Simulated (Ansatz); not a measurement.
## Run report: SiC$_{16}$, single-point calculation (part 2 of 4)

Continued. System: SiC$_{16}$ (slab, 17 atoms in the cell). Method: DFT PBE+D3(BJ), scalar-relativistic, plane waves, PAW, PAW set soft_1, spin-polarised (Ansatz 0.2.0); cutoff 420 eV, 6×6×1 k-mesh, Gaussian smearing of 0.05 eV, collinear spins. The structure derives from a Materials Project entry.

Geometry of the input (Å; fractional positions):
```
4.9299  0.0000  0.0000
0.0000  4.4224  0.0000
0.0000  0.0000  22.6937
C  0.2500  0.4155  0.1763
C  0.7500  0.4155  0.1763
C  0.0000  0.5196  0.2002
C  0.5000  0.5196  0.2002
C  0.0000  0.7272  0.2481
C  0.5000  0.7272  0.2481
C  0.2500  0.8313  0.2720
C  0.7500  0.8313  0.2720
C  0.2500  0.0442  0.3199
C  0.7500  0.0442  0.3199
C  0.0000  0.1501  0.3426
C  0.5000  0.1501  0.3426
C  0.0000  0.3780  0.3901
C  0.5000  0.3780  0.3901
C  0.2500  0.4764  0.4095
C  0.7500  0.4764  0.4095
Si 0.3333  0.9764  0.5329
```

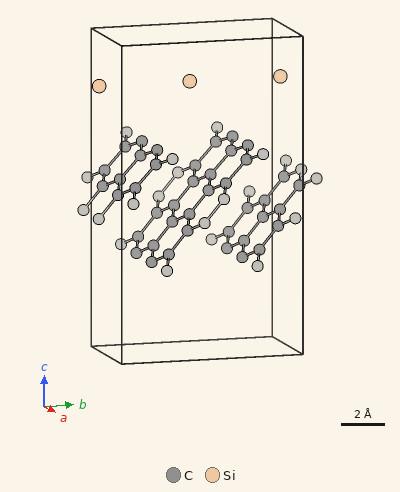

Fig. 1: The structure as given in the input (ball-and-stick view of the 1 × 2 repeat of the cell, with the vacuum cut short, seen slightly off an axis; neighbours outside the cell are drawn fainter). An atom can appear more than once, as a periodic image.

**Log, continued**
```
SCF iter   1: F=—  HF=-4650.625970 eV  |F-HF|=—  |Δ(HF+E_count)|=         —  Δρ=4.14e-2 (↑4.14e-2 ↓3.70e-2)  dr2=7.63e1  dr2_m=3.88e-1  M=0.197 μB ∫|m|=0.230 μB  β_m=0.30  ethr=3.10e-3  p=0.000 e·Å  D=7.00e-9 V/Å  ΔV_dip=-0.00 eV  dr2_dipole=2.92e1  V_vac-E_F(+/−)=8.49/8.49 eV  ⟨swp⟩=10.3  Hψ=12431  notcnv=0  defer=210
efield: sawtooth ramp at fractional position 0.8346 (placed from the atoms, in the widest stretch of the axis that holds none; the zero of the levels goes with the place), width 0.0400; the density the first Hamiltonian is built on has a dipole p = 0.000 e·Å; the dipole correction subtracts the counter field D = 7.00e-9 V/Å, which shifts the + side's vacuum level by -0.00 eV against the − side's; the planar-averaged density in the ramp window peaks in size at 5.2e-8 e/Å³
preconditioner: auto → LDOS  [metal: Δε(μ)=0.024 eV  Ē_g=14.208 eV  σ=0.050 eV  W_gap=0.26  n_scr=66 (ndim 8)  ℏωp=13.8 eV  f_vac=0.524  D(μ)=7.84/eV (n_scr^D=44)]
spin=Collinear: LDOS preconditioning applied to the charge; magnetization (m = ρ↑ − ρ↓) channel mixes plain (no charge-response kernel on spin).
SCF iter   2: F=—  HF=-4642.959862 eV  |F-HF|=—  |Δ(HF+E_count)|=    7.67e0  Δρ=2.94e-2 (↑2.94e-2 ↓2.64e-2)  dr2=4.14e1  dr2_m=1.93e-1  M=0.026 μB ∫|m|=0.072 μB  β_m=0.30  ethr=3.10e-3  p=0.187 e·Å  D=6.84e-2 V/Å  ΔV_dip=-1.55 eV  dr2_dipole=9.98e0  V_vac-E_F(+/−)=6.44/7.99 eV  ⟨swp⟩=2.3  Hψ=4095  notcnv=0  defer=374  κ⁻¹=1.0e0(r=1)
SCF iter   3: F=—  HF=-4645.102386 eV  |F-HF|=—  |Δ(HF+E_count)|=    2.14e0  Δρ=3.26e-2 (↑2.81e-2 ↓3.26e-2)  dr2=2.19e2  dr2_m=6.82e-2  M=0.067 μB ∫|m|=0.273 μB  β_m=0.30  ethr=3.10e-3  p=0.870 e·Å  D=3.18e-1 V/Å  ΔV_dip=-7.22 eV  dr2_dipole=1.40e2  V_vac-E_F(+/−)=0.99/8.21 eV  ⟨swp⟩=7.1  Hψ=6596  notcnv=0  defer=441  κ⁻¹=1.5e-2(r=2)
SCF iter   4: F=—  HF=-4639.182407 eV  |F-HF|=—  |Δ(HF+E_count)|=    5.92e0  Δρ=2.07e-2 (↑2.07e-2 ↓1.85e-2)  dr2=4.24e1  dr2_m=3.76e-2  M=0.241 μB ∫|m|=0.255 μB  β_m=0.30  ethr=3.10e-3  p=0.167 e·Å  D=6.10e-2 V/Å  ΔV_dip=-1.38 eV  dr2_dipole=2.28e1  V_vac-E_F(+/−)=5.61/6.99 eV  ⟨swp⟩=4.7  Hψ=4102  notcnv=0  defer=418  κ⁻¹=1.9e-3(r=3)
SCF iter   5: F=—  HF=-4637.410756 eV  |F-HF|=—  |Δ(HF+E_count)|=    1.77e0  Δρ=1.78e-2 (↑1.78e-2 ↓1.68e-2)  dr2=7.23e1  dr2_m=1.01e-2  M=0.698 μB ∫|m|=0.781 μB  β_m=1.00  ethr=3.10e-3  p=0.425 e·Å  D=1.55e-1 V/Å  ΔV_dip=-3.53 eV  dr2_dipole=4.32e1  V_vac-E_F(+/−)=3.21/6.74 eV  ⟨swp⟩=3.1  Hψ=4079  notcnv=0  defer=482  κ⁻¹=1.9e-4(r=4)
SCF iter   6: F=—  HF=-4636.323406 eV  |F-HF|=—  |Δ(HF+E_count)|=    1.09e0  Δρ=5.79e-3 (↑5.79e-3 ↓4.50e-3)  dr2=1.22e0  dr2_m=8.65e-3  M=0.468 μB ∫|m|=0.701 μB  β_m=1.00  ethr=3.10e-3  p=0.302 e·Å  D=1.11e-1 V/Å  ΔV_dip=-2.51 eV  dr2_dipole=2.19e-1  V_vac-E_F(+/−)=3.89/6.39 eV  ⟨swp⟩=2.2  Hψ=2373  notcnv=0  defer=429  κ⁻¹=3.9e-5(r=5)
SCF iter   7: F=—  HF=-4636.356596 eV  |F-HF|=—  |Δ(HF+E_count)|=   3.32e-2  Δρ=5.01e-3 (↑5.01e-3 ↓3.09e-3)  dr2=2.19e0  dr2_m=1.91e-2  M=0.637 μB ∫|m|=1.156 μB  β_m=1.00  ethr=1.80e-3  p=0.318 e·Å  D=1.16e-1 V/Å  ΔV_dip=-2.64 eV  dr2_dipole=1.37e0  V_vac-E_F(+/−)=3.83/6.47 eV  ⟨swp⟩=1.4  Hψ=2067  notcnv=0  defer=420  κ⁻¹=2.4e-5(r=6)
SCF iter   8: F=—  HF=-4636.432296 eV  |F-HF|=—  |Δ(HF+E_count)|=   7.57e-2  Δρ=7.45e-3 (↑7.45e-3 ↓3.90e-3)  dr2=1.68e0  dr2_m=1.29e-1  M=0.550 μB ∫|m|=2.149 μB  β_m=1.00  ethr=1.80e-3  p=0.293 e·Å  D=1.07e-1 V/Å  ΔV_dip=-2.43 eV  dr2_dipole=1.05e0  V_vac-E_F(+/−)=3.93/6.37 eV  ⟨swp⟩=2.6  Hψ=2006  notcnv=0  defer=415  κ⁻¹=9.0e-6(r=7)
SCF iter   9: F=—  HF=-4636.840558 eV  |F-HF|=—  |Δ(HF+E_count)|=   4.08e-1  Δρ=9.96e-3 (↑9.96e-3 ↓9.35e-3)  dr2=6.28e0  dr2_m=3.10e-1  M=1.000 μB ∫|m|=3.654 μB  β_m=1.00  ethr=1.80e-3  p=0.289 e·Å  D=1.06e-1 V/Å  ΔV_dip=-2.40 eV  dr2_dipole=4.03e0  V_vac-E_F(+/−)=3.87/6.26 eV  ⟨swp⟩=2.3  Hψ=2547  notcnv=0  defer=410  κ⁻¹=4.3e-6(r=8)
SCF iter  10: F=—  HF=-4637.242661 eV  |F-HF|=—  |Δ(HF+E_count)|=   4.02e-1  Δρ=6.80e-3 (↑6.80e-3 ↓5.79e-3)  dr2=5.77e0  dr2_m=5.81e-2  M=0.999 μB ∫|m|=4.336 μB  β_m=1.00  ethr=1.80e-3  p=0.241 e·Å  D=8.81e-2 V/Å  ΔV_dip=-2.00 eV  dr2_dipole=3.59e0  V_vac-E_F(+/−)=4.02/6.02 eV  ⟨swp⟩=2.8  Hψ=2315  notcnv=0  defer=415  κ⁻¹=3.1e-6(r=8)
SCF iter  11: F=—  HF=-4637.470386 eV  |F-HF|=—  |Δ(HF+E_count)|=   2.28e-1  Δρ=9.32e-3 (↑9.32e-3 ↓4.84e-3)  dr2=8.49e0  dr2_m=6.39e-2  M=0.999 μB ∫|m|=5.016 μB  β_m=1.00  ethr=1.80e-3  p=0.254 e·Å  D=9.28e-2 V/Å  ΔV_dip=-2.11 eV  dr2_dipole=5.08e0  V_vac-E_F(+/−)=3.88/5.98 eV  ⟨swp⟩=2.1  Hψ=2334  notcnv=0  defer=422  κ⁻¹=5.3e-6(r=8)
SCF iter  12: F=—  HF=-4637.528612 eV  |F-HF|=—  |Δ(HF+E_count)|=   5.82e-2  Δρ=9.28e-3 (↑9.28e-3 ↓5.14e-3)  dr2=7.82e0  dr2_m=4.93e-2  M=0.779 μB ∫|m|=5.465 μB  β_m=1.00  ethr=1.80e-3  p=0.245 e·Å  D=8.97e-2 V/Å  ΔV_dip=-2.03 eV  dr2_dipole=4.55e0  V_vac-E_F(+/−)=3.86/5.90 eV  ⟨swp⟩=1.6  Hψ=1839  notcnv=0  defer=421  κ⁻¹=8.3e-6(r=8)
SCF iter  13: F=—  HF=-4637.613413 eV  |F-HF|=—  |Δ(HF+E_count)|=   8.48e-2  Δρ=9.26e-3 (↑9.26e-3 ↓5.62e-3)  dr2=8.38e0  dr2_m=3.66e-2  M=0.667 μB ∫|m|=5.818 μB  β_m=1.00  ethr=1.80e-3  p=0.243 e·Å  D=8.88e-2 V/Å  ΔV_dip=-2.02 eV  dr2_dipole=4.77e0  V_vac-E_F(+/−)=3.91/5.92 eV  ⟨swp⟩=1.6  Hψ=2086  notcnv=0  defer=421  κ⁻¹=2.2e-5(r=8)
SCF iter  14: F=—  HF=-4637.598591 eV  |F-HF|=—  |Δ(HF+E_count)|=   1.48e-2  Δρ=8.87e-3 (↑8.87e-3 ↓5.86e-3)  dr2=8.37e0  dr2_m=2.58e-2  M=0.655 μB ∫|m|=6.017 μB  β_m=1.00  ethr=1.80e-3  p=0.229 e·Å  D=8.38e-2 V/Å  ΔV_dip=-1.90 eV  dr2_dipole=4.71e0  V_vac-E_F(+/−)=3.99/5.89 eV  ⟨swp⟩=1.1  Hψ=1685  notcnv=0  defer=422  κ⁻¹=1.4e-4(r=8)
SCF iter  15: F=—  HF=-4637.438009 eV  |F-HF|=—  |Δ(HF+E_count)|=   1.61e-1  Δρ=7.11e-3 (↑7.11e-3 ↓5.71e-3)  dr2=5.38e0  dr2_m=1.36e-2  M=0.305 μB ∫|m|=6.040 μB  β_m=0.76  ethr=1.80e-3  p=0.188 e·Å  D=6.87e-2 V/Å  ΔV_dip=-1.56 eV  dr2_dipole=3.09e0  V_vac-E_F(+/−)=4.24/5.79 eV  ⟨swp⟩=1.1  Hψ=1830  notcnv=0  defer=430
Mixer restart at iter 15: flushing history
spin-set hold released at iteration 15 (site moments' squared step at or under half its running peak, from the soft ceiling on): the magnetisation degrees of freedom join the quasi-Newton model from the next iteration; the mixer history was flushed
SCF iter  16: F=—  HF=-4637.087453 eV  |F-HF|=—  |Δ(HF+E_count)|=   3.51e-1  Δρ=4.10e-3 (↑3.66e-3 ↓4.10e-3)  dr2=2.06e0  dr2_m=7.28e-3  M=0.041 μB ∫|m|=5.967 μB  β_m=0.48  ethr=1.80e-3  p=0.089 e·Å  D=3.26e-2 V/Å  ΔV_dip=-0.74 eV  dr2_dipole=1.16e0  V_vac-E_F(+/−)=4.41/5.15 eV  ⟨swp⟩=2.1  Hψ=2478  notcnv=0  defer=427
density mixer auto → msr1: a metal under ldos (density of states about μ 0.77 of a free-electron gas's, 66 screened modes)
SCF iter  17: F=—  HF=-4637.247264 eV  |F-HF|=—  |Δ(HF+E_count)|=   1.60e-1  Δρ=1.19e-2 (↑1.06e-2 ↓1.19e-2)  dr2=1.97e1  dr2_m=2.84e-1  M=-1.135 μB ∫|m|=4.194 μB  β_m=0.67  ethr=1.80e-3  p=-0.032 e·Å  D=-1.16e-2 V/Å  ΔV_dip=0.26 eV  dr2_dipole=1.16e1  V_vac-E_F(+/−)=4.93/4.67 eV  ⟨swp⟩=2.4  Hψ=2163  notcnv=0  defer=428  recentre
SCF iter  18: F=—  HF=-4637.060875 eV  |F-HF|=—  |Δ(HF+E_count)|=   1.86e-1  Δρ=5.87e-3 (↑3.18e-3 ↓5.87e-3)  dr2=1.70e0  dr2_m=5.76e-2  M=-0.781 μB ∫|m|=5.023 μB  β_m=0.84  ethr=1.80e-3  p=0.035 e·Å  D=1.29e-2 V/Å  ΔV_dip=-0.29 eV  dr2_dipole=9.73e-1  V_vac-E_F(+/−)=4.56/4.86 eV  ⟨swp⟩=2.4  Hψ=2386  notcnv=0  defer=423
SCF iter  19: F=—  HF=-4637.175466 eV  |F-HF|=—  |Δ(HF+E_count)|=   1.15e-1  Δρ=1.27e-2 (↑4.43e-3 ↓1.27e-2)  dr2=6.66e0  dr2_m=1.69e-1  M=-1.596 μB ∫|m|=4.563 μB  β_m=0.23  ethr=1.80e-3  p=0.079 e·Å  D=2.89e-2 V/Å  ΔV_dip=-0.66 eV  dr2_dipole=3.33e0  V_vac-E_F(+/−)=4.62/5.27 eV  ⟨swp⟩=2.2  Hψ=2021  notcnv=0  defer=425  recentre
SCF iter  20: F=—  HF=-4637.145531 eV  |F-HF|=—  |Δ(HF+E_count)|=   2.99e-2  Δρ=1.23e-2 (↑4.75e-3 ↓1.23e-2)  dr2=6.43e0  dr2_m=1.82e-1  M=-1.552 μB ∫|m|=4.651 μB  β_m=0.83  ethr=1.80e-3  p=0.052 e·Å  D=1.91e-2 V/Å  ΔV_dip=-0.43 eV  dr2_dipole=3.39e0  V_vac-E_F(+/−)=4.65/5.08 eV  ⟨swp⟩=2.0  Hψ=2231  notcnv=0  defer=426
SCF iter  21: F=—  HF=-4637.123317 eV  |F-HF|=—  |Δ(HF+E_count)|=   2.22e-2  Δρ=8.94e-3 (↑3.83e-3 ↓8.94e-3)  dr2=3.96e0  dr2_m=7.81e-2  M=-1.455 μB ∫|m|=4.696 μB  β_m=0.92  ethr=1.80e-3  p=0.093 e·Å  D=3.40e-2 V/Å  ΔV_dip=-0.77 eV  dr2_dipole=2.11e0  V_vac-E_F(+/−)=4.57/5.35 eV  ⟨swp⟩=1.6  Hψ=1816  notcnv=0  defer=427
SCF iter  22: F=—  HF=-4637.085492 eV  |F-HF|=—  |Δ(HF+E_count)|=   3.78e-2  Δρ=4.34e-3 (↑1.71e-3 ↓4.34e-3)  dr2=4.17e-1  dr2_m=1.85e-2  M=-0.850 μB ∫|m|=5.182 μB  β_m=0.78  ethr=1.80e-3  p=0.086 e·Å  D=3.14e-2 V/Å  ΔV_dip=-0.71 eV  dr2_dipole=1.60e-1  V_vac-E_F(+/−)=4.43/5.14 eV  ⟨swp⟩=1.8  Hψ=2221  notcnv=0  defer=424
SCF iter  23: F=—  HF=-4637.067395 eV  |F-HF|=—  |Δ(HF+E_count)|=   1.81e-2  Δρ=1.89e-3 (↑6.72e-4 ↓1.89e-3)  dr2=6.71e-2  dr2_m=4.36e-3  M=-0.536 μB ∫|m|=5.317 μB  β_m=0.66  ethr=6.13e-4  p=0.083 e·Å  D=3.04e-2 V/Å  ΔV_dip=-0.69 eV  dr2_dipole=2.00e-2  V_vac-E_F(+/−)=4.40/5.09 eV  ⟨swp⟩=2.0  Hψ=2483  notcnv=0  defer=431
SCF iter  24: F=—  HF=-4637.066189 eV  |F-HF|=—  |Δ(HF+E_count)|=   1.21e-3  Δρ=1.77e-3 (↑4.44e-4 ↓1.77e-3)  dr2=5.15e-2  dr2_m=3.85e-3  M=-0.577 μB ∫|m|=5.308 μB  β_m=0.17  ethr=9.87e-5  p=0.088 e·Å  D=3.22e-2 V/Å  ΔV_dip=-0.73 eV  dr2_dipole=1.73e-2  V_vac-E_F(+/−)=4.41/5.14 eV  ⟨swp⟩=2.0  Hψ=2047  notcnv=0  defer=439
SCF iter  25: F=—  HF=-4637.067447 eV  |F-HF|=—  |Δ(HF+E_count)|=   1.26e-3  Δρ=6.76e-4 (↑6.76e-4 ↓4.04e-4)  dr2=3.78e-2  dr2_m=5.41e-4  M=-0.500 μB ∫|m|=5.427 μB  β_m=0.40  ethr=7.57e-5  p=0.099 e·Å  D=3.64e-2 V/Å  ΔV_dip=-0.82 eV  dr2_dipole=2.13e-2  V_vac-E_F(+/−)=4.38/5.21 eV  ⟨swp⟩=2.0  Hψ=1779  notcnv=0  defer=439
SCF iter  26: F=—  HF=-4637.069009 eV  |F-HF|=—  |Δ(HF+E_count)|=   1.56e-3  Δρ=8.21e-4 (↑6.99e-4 ↓8.21e-4)  dr2=8.69e-2  dr2_m=1.20e-3  M=-0.519 μB ∫|m|=5.457 μB  β_m=0.67  ethr=5.55e-5  p=0.108 e·Å  D=3.96e-2 V/Å  ΔV_dip=-0.90 eV  dr2_dipole=5.30e-2  V_vac-E_F(+/−)=4.39/5.29 eV  ⟨swp⟩=2.4  Hψ=2389  notcnv=0  defer=424  recentre
SCF iter  27: F=—  HF=-4637.067622 eV  |F-HF|=—  |Δ(HF+E_count)|=   1.39e-3  Δρ=9.86e-4 (↑5.27e-4 ↓9.86e-4)  dr2=1.08e-2  dr2_m=1.39e-3  M=-0.602 μB ∫|m|=5.352 μB  β_m=0.31  ethr=5.55e-5  p=0.096 e·Å  D=3.49e-2 V/Å  ΔV_dip=-0.79 eV  dr2_dipole=2.42e-4  V_vac-E_F(+/−)=4.41/5.20 eV  ⟨swp⟩=2.3  Hψ=2305  notcnv=0  defer=420
SCF iter  28: F=—  HF=-4637.068314 eV  |F-HF|=—  |Δ(HF+E_count)|=   6.91e-4  Δρ=6.08e-4 (↑4.04e-4 ↓6.08e-4)  dr2=4.97e-3  dr2_m=4.60e-4  M=-0.631 μB ∫|m|=5.355 μB  β_m=0.13  ethr=1.59e-5  p=0.099 e·Å  D=3.64e-2 V/Å  ΔV_dip=-0.83 eV  dr2_dipole=7.56e-9  V_vac-E_F(+/−)=4.41/5.24 eV  ⟨swp⟩=2.1  Hψ=2617  notcnv=0  defer=416
SCF iter  29: F=—  HF=-4637.068216 eV  |F-HF|=—  |Δ(HF+E_count)|=   9.78e-5  Δρ=2.78e-4 (↑2.78e-4 ↓1.72e-4)  dr2=3.00e-3  dr2_m=8.17e-5  M=-0.627 μB ∫|m|=5.369 μB  β_m=0.71  ethr=7.31e-6  p=0.103 e·Å  D=3.78e-2 V/Å  ΔV_dip=-0.86 eV  dr2_dipole=1.39e-3  V_vac-E_F(+/−)=4.41/5.27 eV  ⟨swp⟩=2.8  Hψ=2519  notcnv=0  defer=415
SCF iter  30: F=—  HF=-4637.068298 eV  |F-HF|=—  |Δ(HF+E_count)|=   8.19e-5  Δρ=1.93e-4 (↑1.93e-4 ↓9.66e-5)  dr2=1.51e-3  dr2_m=3.21e-5  M=-0.628 μB ∫|m|=5.366 μB  β_m=0.86  ethr=4.41e-6  p=0.102 e·Å  D=3.73e-2 V/Å  ΔV_dip=-0.85 eV  dr2_dipole=6.95e-4  V_vac-E_F(+/−)=4.41/5.25 eV  ⟨swp⟩=1.1  Hψ=1721  notcnv=0  defer=414
SCF iter  31: F=—  HF=-4637.068309 eV  |F-HF|=—  |Δ(HF+E_count)|=   1.14e-5  Δρ=2.29e-4 (↑1.68e-4 ↓2.29e-4)  dr2=5.98e-4  dr2_m=8.06e-5  M=-0.630 μB ∫|m|=5.358 μB  β_m=0.75  ethr=2.22e-6  p=0.098 e·Å  D=3.59e-2 V/Å  ΔV_dip=-0.82 eV  dr2_dipole=2.18e-6  V_vac-E_F(+/−)=4.41/5.22 eV  ⟨swp⟩=2.6  Hψ=2485  notcnv=0  defer=414
SCF iter  32: F=—  HF=-4637.068370 eV  |F-HF|=—  |Δ(HF+E_count)|=   6.11e-5  Δρ=2.97e-4 (↑1.03e-4 ↓2.97e-4)  dr2=8.30e-4  dr2_m=1.26e-4  M=-0.630 μB ∫|m|=5.367 μB  β_m=0.68  ethr=8.80e-7  p=0.099 e·Å  D=3.64e-2 V/Å  ΔV_dip=-0.83 eV  dr2_dipole=2.22e-4  V_vac-E_F(+/−)=4.40/5.23 eV  ⟨swp⟩=3.0  Hψ=3078  notcnv=0  defer=414
SCF iter  33: F=—  HF=-4637.068430 eV  |F-HF|=—  |Δ(HF+E_count)|=   6.00e-5  Δρ=1.92e-4 (↑5.88e-5 ↓1.92e-4)  dr2=3.88e-4  dr2_m=5.38e-5  M=-0.629 μB ∫|m|=5.367 μB  β_m=0.84  ethr=8.80e-7  p=0.098 e·Å  D=3.60e-2 V/Å  ΔV_dip=-0.82 eV  dr2_dipole=1.28e-4  V_vac-E_F(+/−)=4.40/5.22 eV  ⟨swp⟩=2.0  Hψ=2138  notcnv=0  defer=414
```
